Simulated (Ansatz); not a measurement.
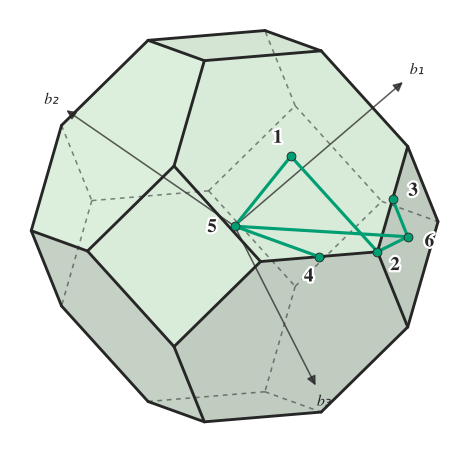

For CdTe, the geometry relaxed with DFT PBEsol, scalar-relativistic, plane waves, PAW (Ansatz): the first Brillouin zone of a face-centred cubic lattice (cF; extended symbol cF2) is drawn with its special points numbered. All values are computed from the atomic coordinates in the standard setting (tolerance 0.002 Å).

a = 6.489 Å, b = 6.489 Å, c = 6.489 Å, α = 90.00°, β = 90.00°, γ = 90.00°.

Labels and path follow the convention of Hinuma et al. (2017), as computed by seekpath; the arrows show the directions of the reciprocal primitive vectors b₁, b₂, b₃, in which coordinates are given.

Which special point is each number?

Answer.
| no. | label | coordinates |
| --- | --- | --- |
| 1 | L | (1/2, 1/2, 1/2) |
| 2 | W | (1/2, 1/4, 3/4) |
| 3 | U | (5/8, 1/4, 5/8) |
| 4 | K | (3/8, 3/8, 3/4) |
| 5 | Γ | (0, 0, 0) |
| 6 | X | (1/2, 0, 1/2) |
